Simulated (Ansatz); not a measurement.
System: TiPbO3.

```
Pb Ti O
1.0
     3.94758    3.94758    0.00000
     0.00000    3.94758    4.16213
     3.94758    0.00000    4.16213
Pb Ti O
2 2 6
Cartesian
  0.0000 0.0000 0.0000
  3.9476 3.9476 4.1621
  1.9738 1.9738 2.2255
  5.9214 5.9214 6.3876
  1.9738 1.9738 0.4245
  5.9214 5.9214 4.5867
  1.9738 3.9476 2.5181
  5.9214 3.9476 2.5181
  3.9476 1.9738 2.5181
  3.9476 5.9214 2.5181
```

Space group P4mm; not relaxed (largest force 0.5 eV/Å); computed pressure about −5 GPa in this cell; the program warned that no starting moments were given; spin-polarised, but the moments vanished.

All numbers below come from DFT, PAW plane waves, r2SCAN in Ansatz.

Q: Predict the valence pseudo-density and electron localisation function between the atoms.

A: Ti–O (1.80 Å): ρ is about 1.1 e/Å³ halfway; the ELF peaks at about 0.80 in the valence shell of O, 0.6 Å from its nucleus, and is about 0.30 at the midpoint: no shared electron pair shows on this line.
Bader's partition of the density gives Pb +1.44, Ti +2.31 and O −1.27 to −1.21 e.

Q: Which way does charge flow, and how much by Bader's partition?

A: Electrons move from Pb and Ti towards O. Bader charges: Pb +1.44, Ti +2.31 and O −1.27 to −1.21 e.

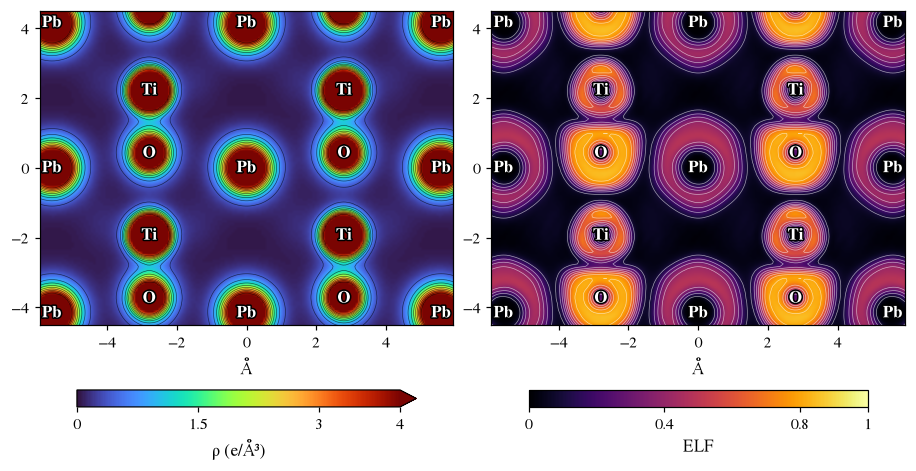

Computed valence pseudo-density and electron localisation function on the (011̄) plane of the calculation cell, in this order. 
